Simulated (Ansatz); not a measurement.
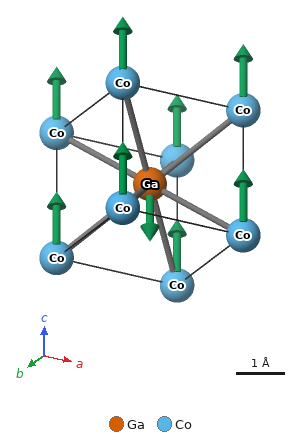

One vibrational mode of solid GaCo at the zone centre. The green arrows give the relative displacements of the atoms. Style: ball-and-stick. Shown: the cell of the calculation, from a free direction.

Theory: DFT PBE, scalar-relativistic, plane waves, PAW in Ansatz 0.2.0.

Input file:
```yaml
crystal:
  lattice:
    - [2.882055002, 0.0, 0.0]
    - [0.0, 2.882055002, 0.0]
    - [0.0, 0.0, 2.882055002]
  atoms:
    - { symbol: Ga, position: [0.5, 0.5, 0.5] }
    - { symbol: Co, position: [0.0, 0.0, 0.0] }
basis:
  ecutwfc: 420
kpoints:
  mp_grid: { grid: [20, 20, 20] }
hamiltonian:
  xc: pbe
scf:
  occupations: { method: gaussian, width: 0.2 }
output:
  eigenvalues: true
phonons:
  method: dfpt
  eigenvectors: true
```

Command:
```bash
ansatz run input.yaml --threads 1 --pin off --max-ram 2560MiB --backend cpu --events-out ev --progress --plain --runs-dir out
```

The frequencies depend somewhat on the k-mesh and the smearing.

> Describe the mode and give its frequency.

This is the T₁u mode (triply degenerate; one member of the set is drawn) at 227 cm⁻¹, the only optical level, infrared-active by symmetry. The Co sublattice moves against the Ga sublattice, along c; the kinetic energy is shared as Co 54 %, Ga 46 %. The crystal is a metal, so free carriers screen the infrared response.
